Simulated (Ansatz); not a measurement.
BN, space group Fmm2 (No. 42), a = 2.508 Å, b = 6.614 Å, c = 4.338 Å, α = 90.00°, β = 90.00°, γ = 90.00°

| site | Wyckoff | x | y | z |
| --- | --- | --- | --- | --- |
| B | 4a | 0.5000 | 0.0000 | 0.5001 |
| N | 4a | 0.5000 | 0.0000 | 0.1666 |

Origin: the end point of a relaxation with DFT, PBE-D4, plane waves, PAW (Ansatz).

### Describe the coordination of B.

BN3: an essentially ideal trigonal plane (coordination number 3, S = 0.00; next best trigonal pyramid, S = 3.0). Bonds: 3 × B–N 1.45 Å. The next neighbour, not counted, lies at 2.51 Å.

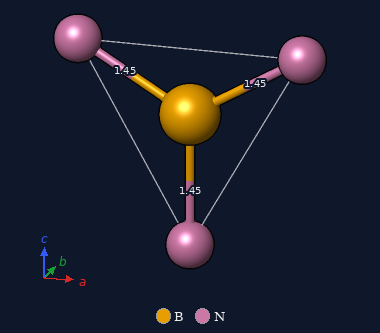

The polyhedron about B. Shape measures S are computed against regular polyhedra or, for capped shapes, the nearer of the equal-edge and equal-bond forms.
